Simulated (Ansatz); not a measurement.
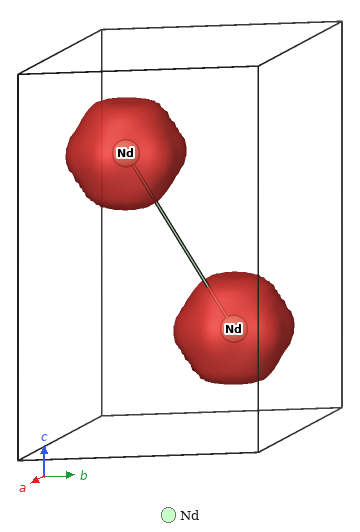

Nd. Isosurface of the spin density at +0.2 e/Å³ (red), seen slightly off an axis. Sticks mark near contacts.

Space group P6₃/mmc; computed pressure about −6 GPa in this cell; the SCF solution may not be the lowest one; no Hubbard U on the f states and no spin–orbit coupling; the program warned that an open shell was started evenly filled; spin-polarised.

The calculation used Kohn-Sham DFT of a periodic cell, LDA, Ansatz PAW (Ansatz).

The density is the valence pseudo-density of a PAW calculation; it isn't the true density close to the nuclei.

```yaml
crystal:
  lattice:
    - [3.72872, 0.00000, 0.00000]
    - [-1.86436, 3.22917, 0.00000]
    - [0.00000, 0.00000, 6.01775]
  atoms:
    - { symbol: Nd, position: [0.66667, 0.33333, 0.75000] }
    - { symbol: Nd, position: [0.33333, 0.66667, 0.25000] }
```

Where is the spin, and how is it ordered?

Answer. The spin density sits on Nd: +3.8 μB (×2) in one cell of 2 atoms: parallel main moments (a ferromagnetic arrangement) in this solution. The cell of the calculation (2 atoms) carries 8.2 μB of net spin moment.
